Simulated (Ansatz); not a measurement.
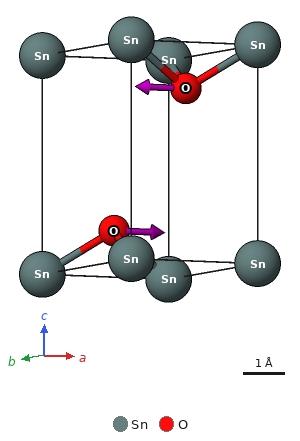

One vibrational mode of solid SnO$_{2}$ (a generated structure) at the zone centre. The purple arrows are the displacements of the atoms (eigenvector over the root of the mass), of arbitrary overall length and sign. The picture is a ball-and-stick view of the cell of the calculation, seen from a free direction.

The calculation used Ansatz 0.2.0, DFT PBE, scalar-relativistic, plane waves, PAW.

The input:
```yaml
crystal:
  lattice:
    - [3.227973943, 0.0, 0.0]
    - [-1.6139869715, 2.7955074374, 0.0]
    - [0.0, 0.0, 5.5218884733]
  atoms:
    - { symbol: Sn, position: [0.0, 0.0, 0.0] }
    - { symbol: O, position: [0.3333333333, 0.6666666667, 0.1832040066] }
    - { symbol: O, position: [0.6666666667, 0.3333333333, 0.8167959934] }
basis:
  ecutwfc: 420
kpoints:
  mp_grid: { grid: [12, 12, 6] }
hamiltonian:
  xc: pbe
scf:
  occupations: { method: fixed }
output:
  eigenvalues: true
phonons:
  method: dfpt
  dielectric: true
  rigid_motions: translations
  eigenvectors: true
  qmesh: [3, 3, 1]
  temperatures: { t_max: 1000, t_step: 100 }
  qpath:
    path:
      - [[0.0, 0.0, 0.0], [0.5, 0.0, 0.0], [0.33333333, 0.33333333, 0.0], [0.0, 0.0, 0.0], [0.0, 0.0, 0.5], [0.5, 0.0, 0.5], [0.33333333, 0.33333333, 0.5], [0.0, 0.0, 0.5]]
      - [[0.5, 0.0, 0.5], [0.5, 0.0, 0.0]]
      - [[0.33333333, 0.33333333, 0.5], [0.33333333, 0.33333333, 0.0]]
    npoints: 8
```

Launched with:
```bash
ansatz run input.yaml --threads 1 --pin off --max-ram 2560MiB --backend cpu --events-out ev --progress --plain --runs-dir out
```

Frequencies are those without the non-analytic (LO–TO) term.

### Describe the mode and give its frequency.

This is the E_g mode (doubly degenerate; one member of the set is drawn) at 430 cm⁻¹, optical level 2 of 4, counted from below, Raman-active by symmetry. The Sn atoms stay at rest; all motion is along a; atoms of one kind move against one another, with no net shift of their sublattice; it stretches the shortest O–Sn bonds (2.12 Å).

Limits of the set-up: layers or molecules are held without a dispersion correction, so their spacing is unreliable.
